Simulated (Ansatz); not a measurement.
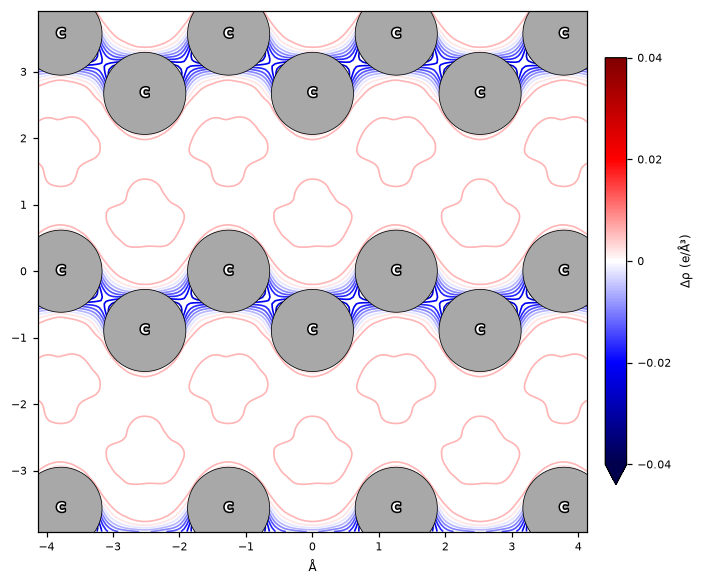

C. Difference of the valence pseudo-densities of two functionals at the same geometry, on the (101̄) plane of the calculation cell: REVPBE less BLYP.

Both computed with Ansatz (plane waves, PAW), on the same k-point mesh. Grey discs cover the atomic cores.

Q: Where does the change of functional move the electrons?

A: Against BLYP, REVPBE gives more density in the space between the atoms (+0.006 e/Å³ on average) and a change of −0.022 e/Å³ at the midpoint of C–C.
